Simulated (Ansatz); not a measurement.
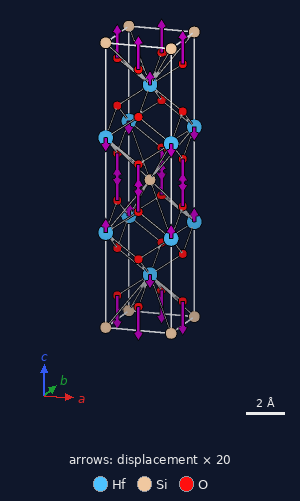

A relaxation of a crystal of Hf$_{2}$SiO$_{6}$ (a generated structure, set up in I4/mmm) (coarse preliminary run). The starting structure is drawn; purple arrows show the displacements (the part carried along by the change of the cell is left out), 20 times their true length.

The picture is a ball-and-stick view of the conventional cell (2 times the calculation's cell), seen slightly off an axis. Lengths and directions refer to the drawn axes.

Theory: DFT PBE, scalar-relativistic, plane waves, PAW in Ansatz 0.2.0.

The input:
```yaml
crystal:
  lattice:
    - [-1.85800636, 1.85800636, 7.88285336]
    - [1.85800636, -1.85800636, 7.88285336]
    - [1.85800636, 1.85800636, -7.88285336]
  atoms:
    - { symbol: Hf, position: [0.66666667, 0.66666667, 0.0] }
    - { symbol: Hf, position: [0.33333333, 0.33333333, 0.0] }
    - { symbol: Si, position: [0.0, 0.0, 0.0] }
    - { symbol: O, position: [0.08333333, 0.58333333, 0.5] }
    - { symbol: O, position: [0.75, 0.25, 0.5] }
    - { symbol: O, position: [0.41666667, 0.91666667, 0.5] }
    - { symbol: O, position: [0.25, 0.75, 0.5] }
    - { symbol: O, position: [0.91666667, 0.41666667, 0.5] }
    - { symbol: O, position: [0.58333333, 0.08333333, 0.5] }
basis:
  ecutwfc: 420
kpoints:
  mp_grid: { grid: [6, 6, 6] }
hamiltonian:
  xc: pbe
scf:
  occupations: { method: gaussian, width: 0.1 }
  lower_state_search: "off"
output:
  forces: true
  stress: true
  eigenvalues: true
relax:
  adjacent_minimum: "off"
  f_tol: 0.04
  max_steps: 70
  cell: { stress_tol: 0.4 }
```

Command:
```bash
ansatz run input.yaml --threads 1 --pin off --max-ram 2560MiB --backend cpu --events-out ev --progress --plain --runs-dir out
```

Atoms of which element are displaced furthest, and by how much?

Oxygen: up to 0.096 Å, against 0.042 Å for hafnium.

What did the optimiser do to the structure, and how much energy did it gain?

The energy falls by 206 meV per atom in 4 accepted moves (7 points after the start). The largest force component goes from 0.75 to 0.0035 eV/Å. The pressure goes from −26.01 to 0.03 GPa. The line search rejected the trial step at point 2 of the run. The SCF was repeated twice at an unchanged geometry on a basis and grid sized afresh for the cell, which shifted the energy by 3.9 meV per atom at most. The largest moves relative to the cell, 0.096 Å, are those of O4, O6, O8 and O9. O4 goes along −c. Largest moves by element: O 0.096 Å, Hf 0.042 Å. Si stays in place. The volume changes by −15.9 %, with a = b 3.716 → 3.499 Å (−5.8 %), c 15.766 → 14.959 Å (−5.1 %). Some distances before and after: Hf1–Si3 3.716 → 3.483 Å, Hf1–Hf1 3.716 → 3.499 Å, Hf1–O5 2.276 → 2.172 Å, Hf1–O4 2.276 → 2.180 Å. Bond angles that change, for instance: Hf1–O5–Hf1 109.5° → 107.3°. The space group stays I4/mmm (No. 139). Cost: 89 s on 1 thread of Intel(R) Xeon(R) Processor @ 2.70GHz (shared host), peak memory 0.5 GiB.
